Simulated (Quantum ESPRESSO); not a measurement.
System: BaTiO₃, space group P4mm (No. 99).

Input file:
```
&CONTROL
  calculation = 'scf'
  prefix = 'pwscf'
  outdir = './tmp'
  pseudo_dir = './pseudo'
  tprnfor = .true.
  tstress = .true.
  disk_io = 'nowf'
/
&SYSTEM
  ibrav = 0
  nat = 5
  ntyp = 3
  ecutwfc = 45
  ecutrho = 360
  nbnd = 28
  occupations = 'smearing'
  smearing = 'fd'
  degauss = 0.00367493
/
&ELECTRONS
  conv_thr = 1d-09
  electron_maxstep = 120
  mixing_beta = 0.5
/
ATOMIC_SPECIES
Ba   137.3270 ba_lda_v1.uspp.F.UPF
Ti    47.8670 ti_lda_v1.4.uspp.F.UPF
O     15.9990 o_lda_v1.2.uspp.F.UPF
CELL_PARAMETERS angstrom
   3.9998000000    0.0000000000    0.0000000000
   0.0000000000    3.9998000000    0.0000000000
   0.0000000000    0.0000000000    4.0180000000
ATOMIC_POSITIONS crystal
Ba     0.0000000000    0.0000000000    0.0000000000
Ti     0.5000000000    0.5000000000    0.4900000000
O      0.0000000000    0.5000000000    0.5170000000
O      0.5000000000    0.0000000000    0.5170000000
O      0.5000000000    0.5000000000    0.0190000000
K_POINTS automatic
7 7 7 0 0 0
```

Run as:
```bash
OMP_NUM_THREADS=1 mpirun -n 2 pw.x -nk 2 -in pw.in > pw.out
```

How it was computed, with Quantum ESPRESSO 7.5: plane-wave DFT, no spin polarisation; energies at scaled volumes of the given cell, shape and fractions fixed, counted from the fit's minimum, third-order Birch-Murnaghan fit. Level: LDA.

- k mesh: 7×7×7
- occupations: Fermi–Dirac
- smearing width: 0.05 eV
- potentials: GBRV 1.5 LDA
- wave cutoff: 612.3 eV
- density cutoff: 4898 eV

What does the calculation give for the energy and pressure against volume? The volume takes the values 12.08, 12.34, 12.60, 12.86, 13.11, 13.37, 13.63 Å³/atom.

A third-order Birch–Murnaghan fit gives V0 = 12.34 Å³/atom, B0 = 193 GPa and B′ = 4.5. The energy is 3.36 meV/atom at volume 12.08 Å³/atom and 67.33 meV/atom at 13.63 Å³/atom; the lowest computed point is at volume 12.34 Å³/atom (0.01 meV/atom), and no other minimum shows. The pressure falls from 4.10 GPa at volume 12.08 Å³/atom to −15.44 GPa at 13.63 Å³/atom, and changes sign near 12.33 Å³/atom.

```csv
volume (Å³/atom),energy (meV/atom),pressure (GPa)
12.08,3.36,4.10
12.34,0.01,-0.16
12.60,3.11,-3.96
12.86,12.00,-7.34
13.11,26.03,-10.36
13.37,44.64,-13.05
13.63,67.33,-15.44
```

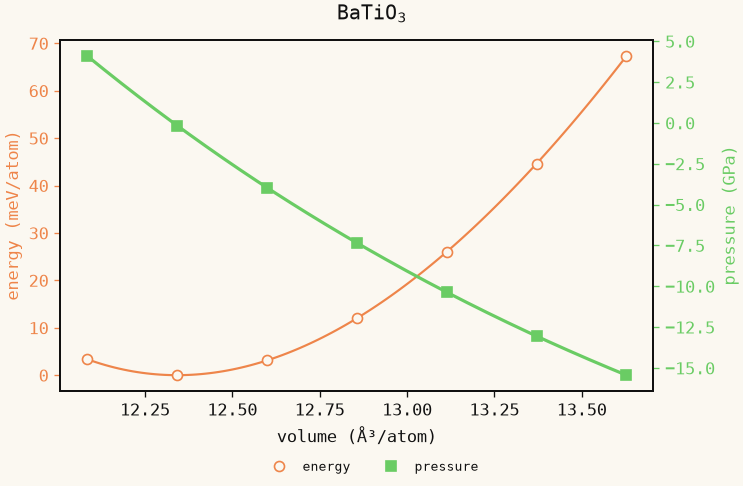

Keep in mind: shape and atomic fractions are frozen while scaling, which makes layered, chain and framework solids too stiff.
